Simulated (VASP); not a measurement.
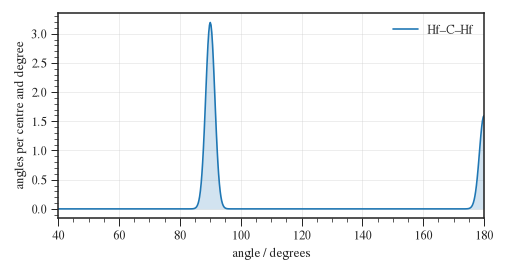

Bond-angle distributions computed from the structure of HfC; each angle is a Gaussian of σ = 1.5°. Bonds counted: C–Hf up to 2.98 Å. Structure used: an entry of the Crystallography Open Database, as set up for an electronic-structure calculation.

> Give the groups of angles for each curve.

Hf–C–Hf: 90° (12 per centre); 180° (3 per centre)

> What coordination geometry do the angles point to, counting the bonds named above alone?

C has 6 Hf neighbours in an octahedral arrangement.

The structure has space group Fm-3m (No. 225); other forms of this composition would give other results.
